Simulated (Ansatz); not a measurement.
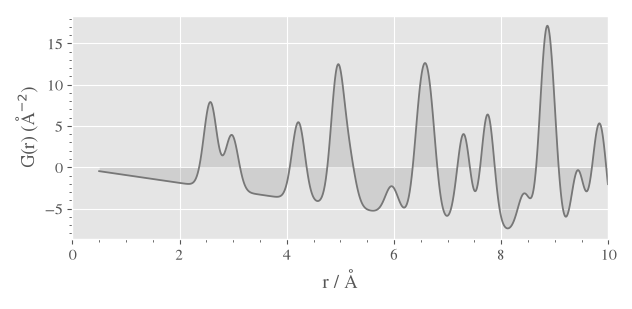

Computed X-ray G(r), with each pair weighted by the product of the atomic numbers (X-ray weights at Q = 0) and a uniform peak width σ = 0.12 Å. No termination ripples are included.

Candidate polymorphs:

A. 
```cif
data_structure
_symmetry_space_group_name_H-M 'P 1'
_symmetry_Int_Tables_number 1
_cell_length_a 2.9821
_cell_length_b 2.9821
_cell_length_c 2.9821
_cell_angle_alpha 90.000
_cell_angle_beta 90.000
_cell_angle_gamma 90.000
_cell_volume 26.52
loop_
_atom_site_label
_atom_site_type_symbol
_atom_site_fract_x
_atom_site_fract_y
_atom_site_fract_z
_atom_site_occupancy
V1 V 0.00000 0.00000 0.00000 1
V2 V 0.50000 0.50000 0.50000 1
```

B. 
```cif
data_structure
_symmetry_space_group_name_H-M 'Fm-3m'
_symmetry_Int_Tables_number 225
_cell_length_a 3.8050
_cell_length_b 3.8050
_cell_length_c 3.8050
_cell_angle_alpha 90.000
_cell_angle_beta 90.000
_cell_angle_gamma 90.000
_cell_volume 55.09
loop_
_atom_site_label
_atom_site_type_symbol
_atom_site_symmetry_multiplicity
_atom_site_Wyckoff_symbol
_atom_site_fract_x
_atom_site_fract_y
_atom_site_fract_z
_atom_site_occupancy
V1 V 4 a 0.00000 0.00000 0.00000 1
```

Origins: A, the input geometry of an electronic-structure calculation (not necessarily at equilibrium); B, the input geometry of an electronic-structure calculation (not necessarily at equilibrium); the starting structure was generated, so it need not be a known form of this composition.

Question: Which candidate gives this PDF?

Answer: Candidate A, V, Im-3m (first clear peaks at 2.58 Å (V–V) and 2.97 Å (V–V)). B would give first clear peaks at 2.68 Å (V–V) and 3.80 Å (V–V).
